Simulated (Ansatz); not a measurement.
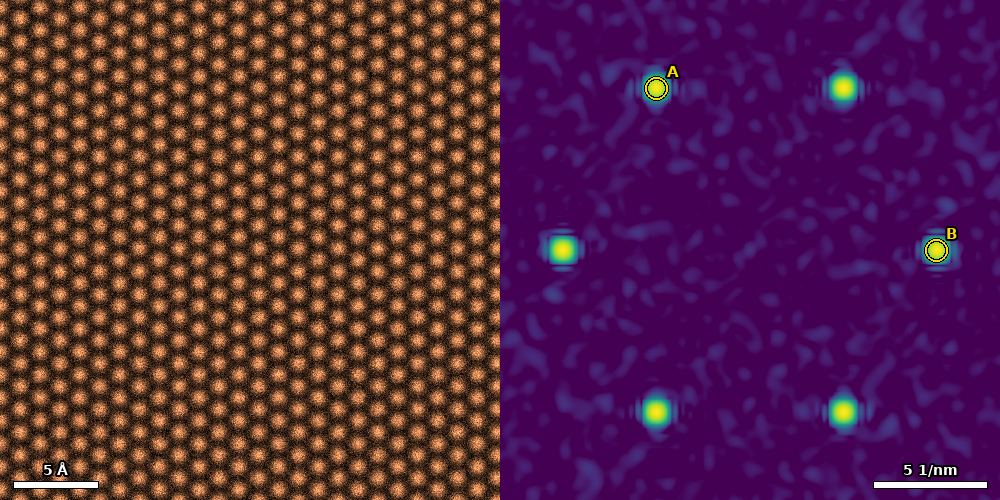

Dark-field STEM-like image of Co (Fm-3m, No. 225) along [111]. Simulation: incoherent imaging, intensity Z^1.7 per atom, probe width 0.86 Å, thin sample. Shot noise was added. Atomic positions: a calculation's starting geometry; the starting structure was generated, so it need not be a known form of this composition.

The right panel is the modulus of the image's Fourier transform on a logarithmic scale.

a = 3.375 Å, b = 3.375 Å, c = 3.375 Å, α = 90.00°, β = 90.00°, γ = 90.00°

Q: Index the marked spots and give their plane spacings (the zone axis points at the viewer; indices equivalent by symmetry, or all signs reversed, are as good).

A: (0 2 -2), d = 1.19 Å; B: (2 -2 0), d = 1.19 Å. A and B enclose 120°, and every spot obeys the zone law hu + kv + lw = 0 for [111].
